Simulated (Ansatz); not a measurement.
Ti

Input

```
crystal:
  lattice:
    - [2.7861568206, 0.0, 0.0]
    - [-1.3930784103, 2.4128825855, 0.0]
    - [1.3930784103, 0.8042941952, 2.4965323892]
  atoms:
    - { symbol: Ti, position: [0.0, 0.0, 0.0] }
basis:
  ecutwfc: 500
kpoints:
  mp_grid: { grid: [15, 15, 14] }
hamiltonian:
  xc: r2scan
scf:
  occupations: { method: gaussian, width: 0.1 }
output:
  forces: true
  stress: true
  eigenvalues: true
  write_density: true
  write_potential: true
  elf: true
  volumetric_format: npy
relax:
  adjacent_minimum: "off"
  f_tol: 0.01
  max_steps: 50
  cell: { fix: [a, b, gamma], stress_tol: 0.1 }
```

Run with:

```sh
ansatz run input.yaml --threads 2 --pin off --max-ram 5120MiB --backend cpu --events-out ev --progress --plain --runs-dir out
```

Below, planes, directions and counts refer to the conventional cell (a = 2.79 Å, b = 2.79 Å, c = 7.32 Å, α = 90.00°, β = 89.94°, γ = 120.00°).

The fields are those of the run's last geometry, not of the input's.

Space group R-3m; computed pressure about 7 GPa in this cell; computed without spin polarisation.

Theory: Ansatz, DFT r2SCAN, scalar-relativistic, plane waves, PAW.

**What will maps of the valence pseudo-density and electron localisation function show?**

Ti–Ti (2.79 Å): ρ at the midpoint is about 0.22 e/Å³; the ELF is about 0.20 at the midpoint: no localised pair shows between them.
Ti–Ti (2.92 Å): ρ at the midpoint is about 0.19 e/Å³; the ELF is about 0.25 at the midpoint (no localised pair shows between them).

**Does the calculation make it a metal, or give it a gap?**

It is gapless in this calculation (a metal or semimetal).

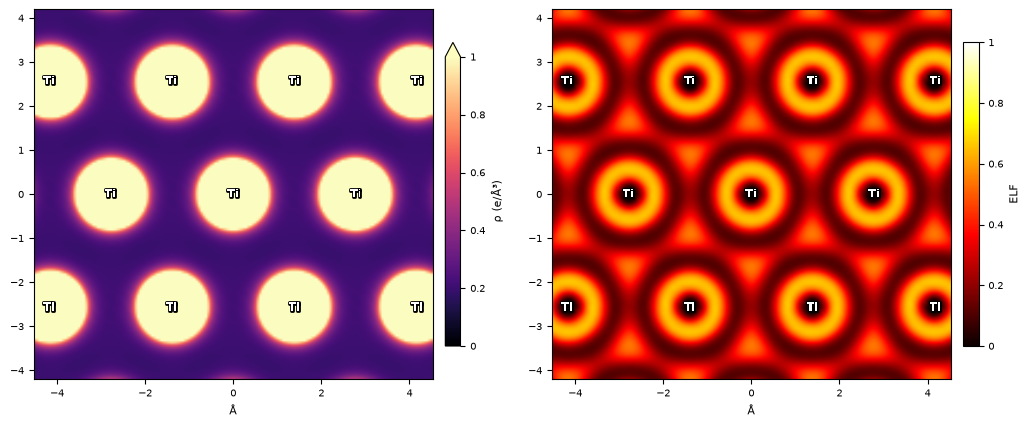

Computed valence pseudo-density and electron localisation function on the (101) plane of the conventional cell, in this order. 

The density is the valence pseudo-density of a PAW calculation; it isn't the true density close to the nuclei.
